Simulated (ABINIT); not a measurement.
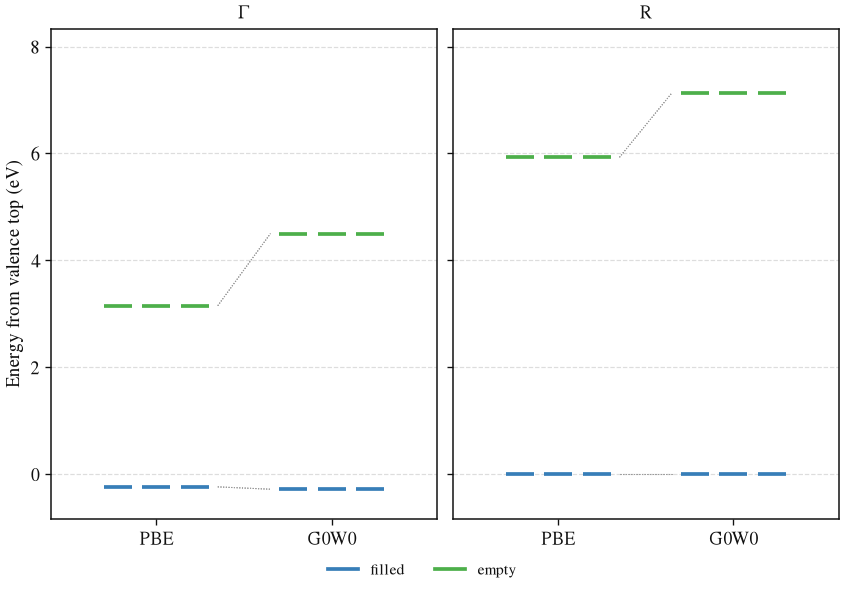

Levels at Γ and R in PBE and in G0W0, each set counted from its own valence top. Only the states that were corrected are drawn, so degenerate partners can be missing.

System: cubic perovskite-type BaZrO₃, space group Pm-3m, 5 atoms in the cell, cell relaxed at zero pressure by an earlier run; cubic a = 4.229 Å. Starting point: PBE, PseudoDojo NC SR PBE v0.4.1 standard, no spin polarisation, no spin-orbit coupling, 4×4×4 k mesh, 1143 eV cutoff, fixed occupations (ABINIT). Many-body step: G0W0 with cutoff of the screening (Ha) 6.5, bands in the sums 180, wave-function cutoff in the screening (Ha) 25, frequency treatment Godby-Needs plasmon pole and extrapolar completion of the band sums yes.

What does G0W0 do to the gap?

Answer. Over the k points that were corrected, the smallest gap goes from 3.15 eV in PBE (R to Γ) to 4.50 eV in G0W0 (R to Γ), a change of +1.35 eV (+43 %).

What are the quasiparticle weights at the band edges?

Answer. The quasiparticle weight (renormalisation factor) lies between 0.77 and 0.84 for the top filled and first empty levels.

Is the correction a rigid shift of the empty levels?

Answer. Counted from the valence top, the lowest empty level moves by +1.35 eV at Γ and +1.21 eV at R: a spread of 0.14 eV on a mean of 1.28 eV, so one scissor shift describes this level well.

| k point | PBE direct gap (eV) | G0W0 direct gap (eV) |
| --- | --- | --- |
| Γ | 3.39 | 4.78 |
| R | 5.93 | 7.14 |

Bands and screening cutoff are small, so the values aren't converged. This release of the barium file is off. The highest band is partly filled, so the run has too few bands. The k mesh is thin for GW. Bands, cutoffs and mesh are finite, so these values aren't at the basis limit.
